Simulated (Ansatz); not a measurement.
Ge (P4_32_12, No. 96): the input geometry of a calculation.

```
Ge
1.0
     6.03787    0.00000    0.00000
     0.00000    6.03787    0.00000
     0.00000    0.00000    7.22077
Ge
12
Direct
  0.08743 0.08743 0.00000
  0.41257 0.58743 0.75000
  0.91257 0.91257 0.50000
  0.58743 0.41257 0.25000
  0.17044 0.37162 0.25298
  0.12838 0.67044 0.00298
  0.82956 0.62838 0.75298
  0.87162 0.32956 0.50298
  0.67044 0.12838 0.99702
  0.62838 0.82956 0.24702
  0.32956 0.87162 0.49702
  0.37162 0.17044 0.74702
```

Q: What will a HAADF-like image along [111] show? The image is simulated as a sum over atoms of Z^1.7, blurred by a 0.61 Å probe (no channelling). The probe carries 15 % of its weight in a tail 2.5 times as wide.

A: The columns repeat on a centred rectangular net of 5.51 × 8.54 Å (plane group cm). All columns are alike (Ge). The shortest distance between visible columns is 0.94 Å in projection. Along the beam the structure repeats every 11.18 Å.

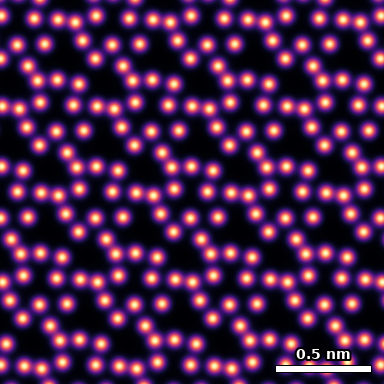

The simulated image.
